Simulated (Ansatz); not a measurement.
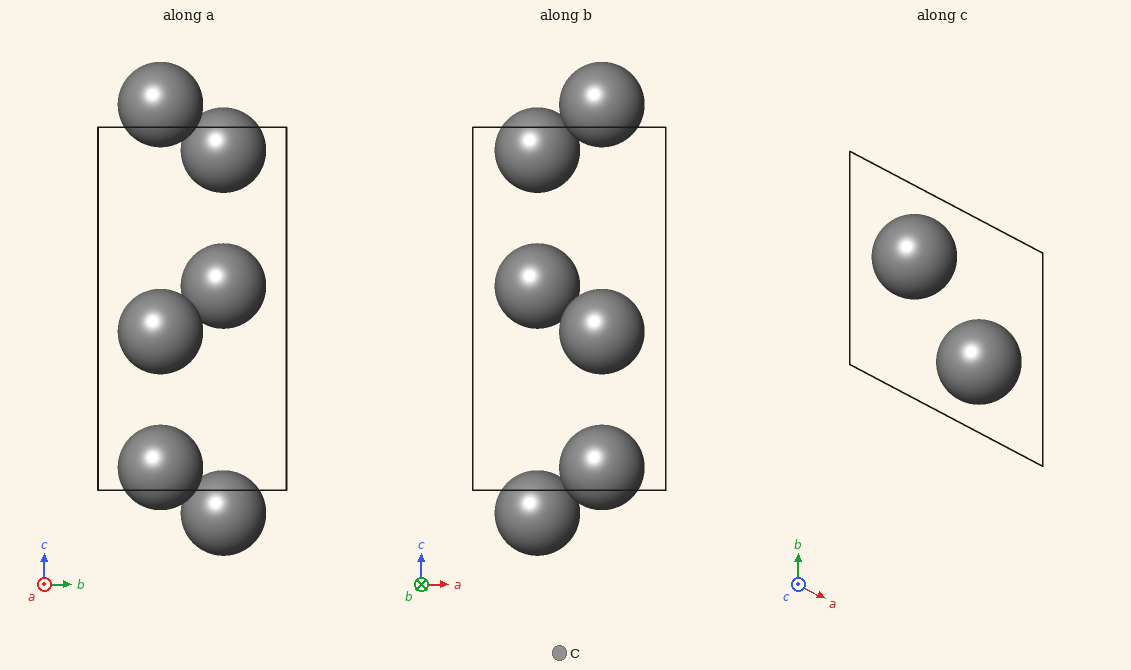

Shown here is a spheres-only view of the crystal, taken along the a axis, along the b axis and along the c axis. The edges of the unit cell are marked.

Lattice parameters: a = 2.5040 Å, b = 2.4492 Å, c = 4.1689 Å, α = 90.000°, β = 90.000°, γ = 117.836°.

Record the structure as a CIF in P1 with every atom of the cell, with free fractional coordinates to two decimals.

```cif
data_structure
_symmetry_space_group_name_H-M 'P 1'
_symmetry_Int_Tables_number 1
_cell_length_a 2.5040
_cell_length_b 2.4492
_cell_length_c 4.1689
_cell_angle_alpha 90.000
_cell_angle_beta 90.000
_cell_angle_gamma 117.836
_cell_volume 22.61
loop_
_atom_site_label
_atom_site_type_symbol
_atom_site_fract_x
_atom_site_fract_y
_atom_site_fract_z
_atom_site_occupancy
C1 C 0.67 0.33 0.06 1
C2 C 0.67 0.33 0.44 1
C3 C 0.33 0.67 0.56 1
C4 C 0.33 0.67 0.94 1
```

The structure was taken from a structure type filled with this element by a generator (whether the element takes this form wasn't checked). The cell was then strained or its atoms displaced on purpose. Ansatz was used for an electronic-structure calculation on it.

At this level of theory the cell isn't at rest (stretched, at -5 GPa), so its distances can differ from those at equilibrium, the more so the softer the solid.
